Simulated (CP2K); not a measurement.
Run report: TlBr, single-point calculation

- system: TlBr (Pm-3m, 2 atoms in the cell)
- method: with the settings of its input (CP2K 2026.2)

The structure derives from an entry of the Crystallography Open Database. The run did not end well. The geometry comes from this level: r2scan-rvv10.

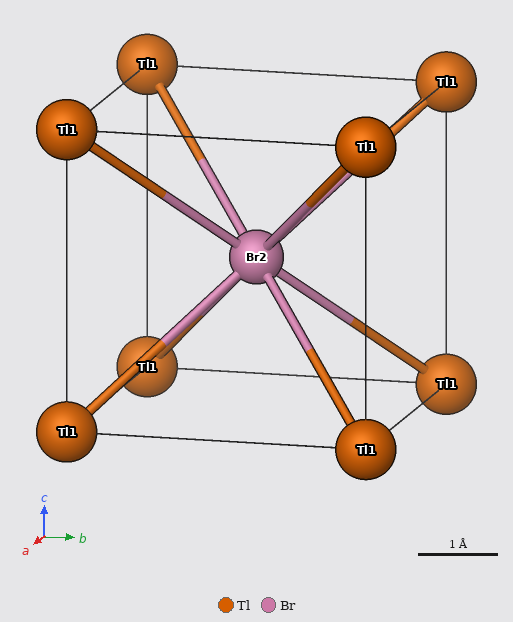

**Figure 1.** The input geometry (ball-and-stick view of the cell of the calculation, seen slightly off an axis; atoms are numbered from 1 in the order of the input).

### Outcome

- outcome: not converged
- space group (tolerance 0.01 Å): Pm-3m (221)
- hardware: 2 threads of Intel Xeon @ 2.50GHz (Skylake/Cascade Lake), 32 GiB of memory available, shared host
- wall time: 1.9 s (CPU time 2.5 s)
- peak memory: 0.23 GiB

Some settings of this run were drawn to be unusual or wrong. The run did not converge. Its last values are not results.

### Input file
```
&GLOBAL
 PROJECT run
 RUN_TYPE ENERGY_FORCE
 PRINT_LEVEL LOW
&END GLOBAL
&FORCE_EVAL
 METHOD QS
 STRESS_TENSOR ANALYTICAL
 &DFT
  BASIS_SET_FILE_NAME BASIS_MOLOPT
  POTENTIAL_FILE_NAME GTH_POTENTIALS
  &QS
   EXTRAPOLATION USE_GUESS
  &END QS
  &MGRID
   CUTOFF 350
   REL_CUTOFF 50
  &END MGRID
  &XC
   &XC_FUNCTIONAL PBE
   &END XC_FUNCTIONAL
  &END XC
  &KPOINTS
   SCHEME MONKHORST-PACK 5 5 5
   SYMMETRY F
   FULL_GRID F
  &END KPOINTS
  &SCF
   ADDED_MOS 8
   EPS_SCF 1e-6
   MAX_SCF 2
   &DIAGONALIZATION
   &END DIAGONALIZATION
   &MIXING
    METHOD BROYDEN_MIXING
    ALPHA 0.3
   &END MIXING
   &SMEAR
    METHOD FERMI_DIRAC
    ELECTRONIC_TEMPERATURE [K] 232
   &END SMEAR
   &PRINT
    &ITERATION_INFO
    &END ITERATION_INFO
   &END PRINT
  &END SCF
  &PRINT
   &BAND_STRUCTURE
    FILE_NAME bands.bs
    ADDED_MOS 6
    &KPOINT_SET
     UNITS B_VECTOR
     SPECIAL_POINT 0.00000000 0.00000000 0.00000000
     NPOINTS 0
    &END KPOINT_SET
    &KPOINT_SET
     UNITS B_VECTOR
     SPECIAL_POINT 0.00000000 0.50000000 0.00000000
     NPOINTS 0
    &END KPOINT_SET
    &KPOINT_SET
     UNITS B_VECTOR
     SPECIAL_POINT 0.50000000 0.50000000 0.00000000
     NPOINTS 0
    &END KPOINT_SET
    &KPOINT_SET
     UNITS B_VECTOR
     SPECIAL_POINT 0.50000000 0.50000000 0.50000000
     NPOINTS 0
    &END KPOINT_SET
    &KPOINT_SET
     UNITS B_VECTOR
     SPECIAL_POINT 0.00000000 0.00000000 0.50000000
     NPOINTS 0
    &END KPOINT_SET
   &END BAND_STRUCTURE
  &END PRINT
 &END DFT
 &SUBSYS
  &CELL
   A 3.94619331 0.00000000 0.00000000
   B 0.00000000 3.94619331 0.00000000
   C 0.00000000 0.00000000 3.94619331
  &END CELL
  &COORD
   SCALED
   Tl -0.00000000 0.00000000 0.00000000
   Br 0.50000000 0.50000000 0.50000000
  &END COORD
  &KIND Tl
   BASIS_SET SZV-MOLOPT-SR-GTH
   POTENTIAL GTH-PBE
  &END KIND
  &KIND Br
   BASIS_SET SZV-MOLOPT-SR-GTH
   POTENTIAL GTH-PBE
  &END KIND
 &END SUBSYS
 &PRINT
  &STRESS_TENSOR
  &END STRESS_TENSOR
  &FORCES
  &END FORCES
 &END PRINT
&END FORCE_EVAL
```

Launch command:
```bash
cp2k.psmp -i run.inp
```

### The program's output
```
8m32py

 CP2K| version string:                                       CP2K version 2026.2
 CP2K|            td4 dftd4_v4_2 s_dftd3 mctc-lib tblite sirius libvori libbqb l
 CP2K|            libvdwxc hdf5 trexio greenx
 CP2K| Input file name                                                   run.inp

 GLOBAL| Force Environment number                                              1
 GLOBAL| Cholesky decomposition library                                ScaLAPACK
 GLOBAL| Direct generalized diagonalization requested                          F
 GLOBAL| Matrix multiplication library                                 ScaLAPACK

 GENERATE|  Preliminary Number of Bonds generated:                             0
 GENERATE|  Achieved consistency in connectivity generation.

 *******************************************************************************
 *******************************************************************************
 **                                                                           **
 **     #####                         ##              ##                      **
 **    ##   ##            ##          ##              ##                      **
 **   ##     ##                       ##            ######                    **
 **   ##     ##  ##   ##  ##   #####  ##  ##   ####   ##    #####    #####    **
 **   ##     ##  ##   ##  ##  ##      ## ##   ##      ##   ##   ##  ##   ##   **
 **   ##  ## ##  ##   ##  ##  ##      ####     ###    ##   ######   ######    **
 **    ##  ###   ##   ##  ##  ##      ## ##      ##   ##   ##       ##        **
 **     #######   #####   ##   #####  ##  ##  ####    ##    #####   ##        **
 **           ##                                                    ##        **
 **                                                                           **
 **                                                ... make the atoms dance   **
 **                                                                           **
 **                      J. Chem. Phys. 152, 194103 (2020)                    **
 **                                                                           **
 *******************************************************************************

 *** available. The full set of unoccupied MOs will be used. Use           ***
 *** 'ADDED_MOS -1' to always use all available MOs and to get rid of this ***
 *** warning.                                                              ***

 TOTAL NUMBERS AND MAXIMUM NUMBERS

  Total number of            - Atomic kinds:                                   2
                             - Atoms:                                          2
                             - Shell sets:                                     2
                             - Shells:                                         5
                             - Primitive Cartesian functions:                 10
                             - Cartesian basis functions:                     14
                             - Spherical basis functions:                     13

  Maximum angular momentum of- Orbital basis functions:                        2
                             - Local part of the GTH pseudopotential:          0
                             - Non-local part of the GTH pseudopotential:      4

 SCF PARAMETERS         Density guess:                                    ATOMIC
                        --------------------------------------------------------
                        max_scf:                                               2
                        max_scf_history:                                       0
                        max_diis:                                              4
                        --------------------------------------------------------
                        eps_scf:                                        1.00E-06
                        eps_scf_history:                                0.00E+00
                        eps_diis:                                       1.00E-01
                        eps_eigval:                                     1.00E-05
                        --------------------------------------------------------
                        level_shift [a.u.]:                             0.000000
                        added MOs                                         3    0
                        --------------------------------------------------------
                        Mixing method:                            BROYDEN_MIXING
                                                charge density mixing in g-space
                        --------------------------------------------------------
                        Smear method:                                FERMI_DIRAC
                        Electronic temperature [K]:                        232.0
                        Electronic temperature [a.u.]:                  7.35E-04
                        Accuracy threshold:                             1.00E-10
                        --------------------------------------------------------
                        No outer SCF

 Extrapolation method: initial_guess

 Number of electrons:                                                         20
 Number of occupied orbitals:                                                 10
 Number of molecular orbitals:                                                13

 Number of orbital functions:                                                 13
 Number of independent orbital functions:                                     13

 SCF WAVEFUNCTION OPTIMIZATION

  ------------------------------------------------------------------------------
     1 NoMix/Diag. 0.30E+00    0.2     0.28156256       -63.3225921240 -6.33E+01
     2 Broy./Diag. 0.30E+00    0.3     0.04444754       -63.0785136834  2.44E-01

  Leaving inner SCF loop after reaching     2 steps.

  Electronic density on regular grids:        -19.9999999992        0.0000000008
  Core density on regular grids:               19.9999999974       -0.0000000026
  Total charge density on r-space grids:       -0.0000000018
  Total charge density g-space grids:          -0.0000000018

  Overlap energy of the core charge distribution:               0.00000000000000
  Self energy of the core charge distribution:               -114.32532561163171
  Core Hamiltonian energy:                                     32.33320271134443
  Hartree energy:                                              28.21476656595826
  Exchange-correlation energy:                                 -9.30115734903374
  Electronic entropic energy:                                  -0.00000000000000
  Fermi energy:                                                 0.17757875147482

  Total energy:                                               -63.07851368336276
  Total energy (extrapolated to T->0):                        -63.07851368336276

 *******************************************************************************
 *   ___                                                                       *
 *  /   \                                                                      *
 * [ABORT]                                                                     *
 *  \___/     SCF run NOT converged. To continue the calculation regardless,   *
 *    |             please set the keyword IGNORE_CONVERGENCE_FAILURE.         *
 *  O/|                                                                        *
 * /| |                                                                        *
 *******************************************************************************

 ===== Routine Calling Stack =====

            4 scf_env_do_scf
            3 qs_energies
            2 qs_forces
            1 CP2K
--------------------------------------------------------------------------
MPI_ABORT was invoked on rank 0 in communicator MPI_COMM_WORLD
  Proc: [[13672,0],0]
  Errorcode: 1

NOTE: invoking MPI_ABORT causes Open MPI to kill all MPI processes.
You may or may not see output from other processes, depending on
exactly when Open MPI kills them.
--------------------------------------------------------------------------
```
